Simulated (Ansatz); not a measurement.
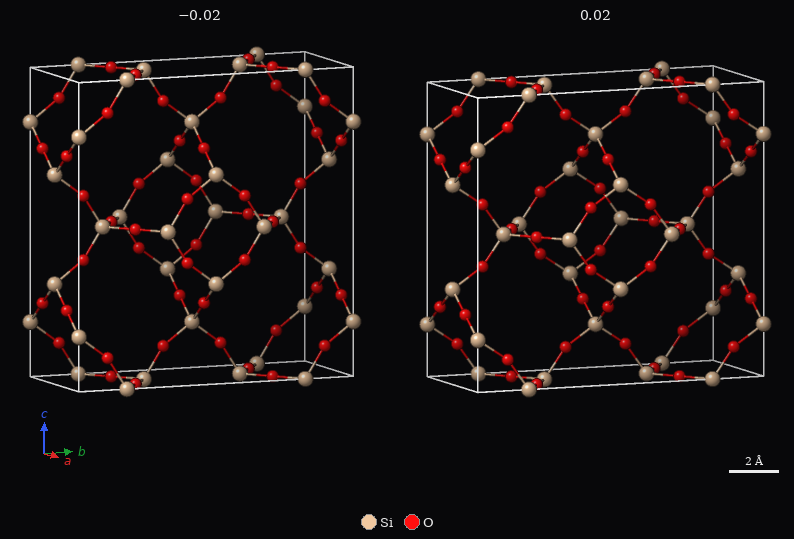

Crystalline SiO2 (set up in I4/mmm), under biaxial strain in the a–b plane (c and atoms relaxed), with energies (extrapolated to zero smearing) counted from the relaxed crystal, which is the row at zero. The picture shows the first and the last member. A ball-and-stick model of the conventional cell (4 times the calculation's cell), seen slightly off an axis. Lengths and directions refer to the drawn axes.

Computed with Ansatz 0.2.0: DFT LDA, scalar-relativistic, plane waves, PAW. (plane-wave cutoff 420 eV; k-point mesh 6 × 6 × 6; occupations gaussian; smearing width 0.02 eV; no spin polarisation; force threshold 0.008 eV/Å)

```
strain  energy (meV/atom)  a (Å)   b (Å)   c (Å)  band gap (eV)
 −0.02               8.30  5.110  12.350  12.907           5.30
 −0.01                  ?      ?       ?       ?              ?
   0.0               0.00  5.215  12.602  12.602           5.35
  0.01               2.06  5.267  12.728  12.447           5.31
  0.02               8.13  5.319  12.854  12.293           5.26
```

**One row is withheld. What does the calculation give there?**

A parabola through three neighbouring rows (−0.02, 0.0, 0.01) gives, with Lagrange weights, (0.3333)(8.30) + (1.0000)(0.00) + (−0.3333)(2.06) = 2.08 meV/atom. The calculation gives 2.07 meV/atom (a = 5.163 Å, b = 12.476 Å, c = 12.755 Å). The estimate is 0.01 meV/atom too high. For the gap a parabola through the rows −0.02, 0.0, 0.01 gives 5.35 eV, and the calculation 5.33 eV (semilocal gaps, lower than measured ones as a rule). From the first member to the last: O–Si 1.579 → 1.615 Å, O–Si 1.590 → 1.603 Å.

The whole series:

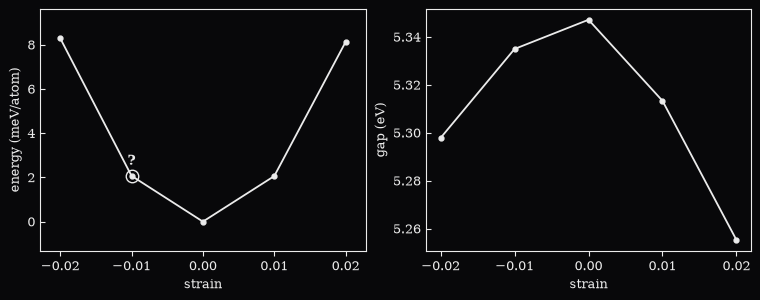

Each member starts from this one structure; whether another phase lies lower wasn't checked.
